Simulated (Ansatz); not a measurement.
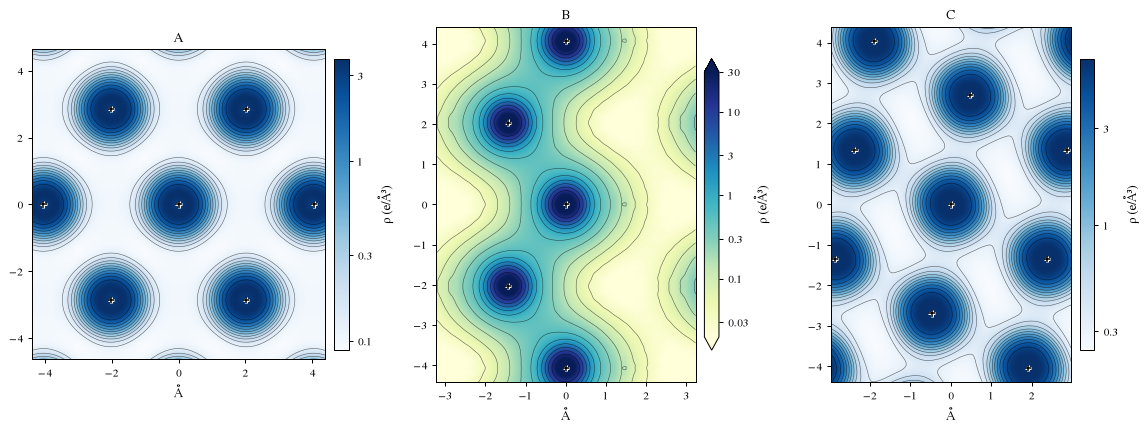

The valence charge density (pseudo) of 3 systems, each on a plane through atoms (crosses mark nuclei in the plane).

Theory: Ansatz, DFT PBE, scalar-relativistic, plane waves, PAW.

System 1: Mo, the (11̄0) plane of the calculation cell. Space group Im-3m; a structure from a database of computed crystals, not necessarily the ambient phase; computed without spin polarisation.

```
Mo
1.0
     3.16130    0.00000    0.00000
     0.00000    3.16130    0.00000
    -1.58065   -1.58065    4.74212
Mo
3
Direct
  0.00000 0.00000 0.00000
  0.33333 0.33333 0.66667
  0.66667 0.66667 0.33333
```

System 2: Ge, the (110) plane of the conventional cell. Space group Fd-3m; a structure from a database of computed crystals, not necessarily the ambient phase.

```
Ge
1.0
     5.75963    0.00000    0.00000
     0.00000    5.75963    0.00000
     0.00000    0.00000    5.75963
Ge
8
Direct
  0.00000 0.00000 0.00000
  0.50000 0.50000 0.00000
  0.50000 0.00000 0.50000
  0.00000 0.50000 0.50000
  0.25000 0.25000 0.25000
  0.75000 0.75000 0.25000
  0.75000 0.25000 0.75000
  0.25000 0.75000 0.75000
```

System 3: Y, the (101) plane of the calculation cell. Space group Im-3m; computed without spin polarisation.

Question: Match each panel to its system.

Answer: Panel A is system 3, Y: the plane holds Y. Y–Y (3.50 Å): ρ is about 0.09 e/Å³ halfway. Panel B is system 2, Ge: the plane holds Ge. Ge–Ge (2.49 Å): ρ is about 0.47 e/Å³ halfway. Panel C is system 1, Mo: the plane holds Mo. Mo–Mo (2.74 Å): ρ at the midpoint is about 0.37 e/Å³.
